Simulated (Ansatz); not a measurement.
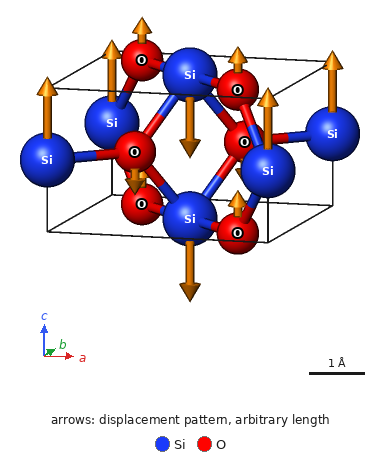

Lattice vibrations of crystalline SiO2 (a generated structure), space group P4₂/mnm (No. 136), at the zone centre. The optical levels lie at 221, 369, 426 (×2), 532 (×2), 558 (×2), 571, 628, 719, 722, 797 (×2), 904 cm⁻¹. One mode is drawn. Displacements are drawn as orange arrows; their common scale and sign are arbitrary. A ball-and-stick model of the cell of the calculation, seen slightly off an axis.

Method: DFT PBE, scalar-relativistic, plane waves, PAW (Ansatz). (plane-wave cutoff 420 eV; k-point mesh 6 × 6 × 8; occupations fixed; no spin polarisation)

Frequencies are those without the non-analytic (LO–TO) term.

Which of these frequencies is the drawn mode's?

The level at 369 cm⁻¹. This is the B₁u mode, optical level 2 of 11, counted from below, silent by symmetry (neither infrared- nor Raman-active). All motion is along c; atoms of one kind move against one another, with no net shift of any sublattice; the kinetic energy is shared as Si 82 %, O 18 %.
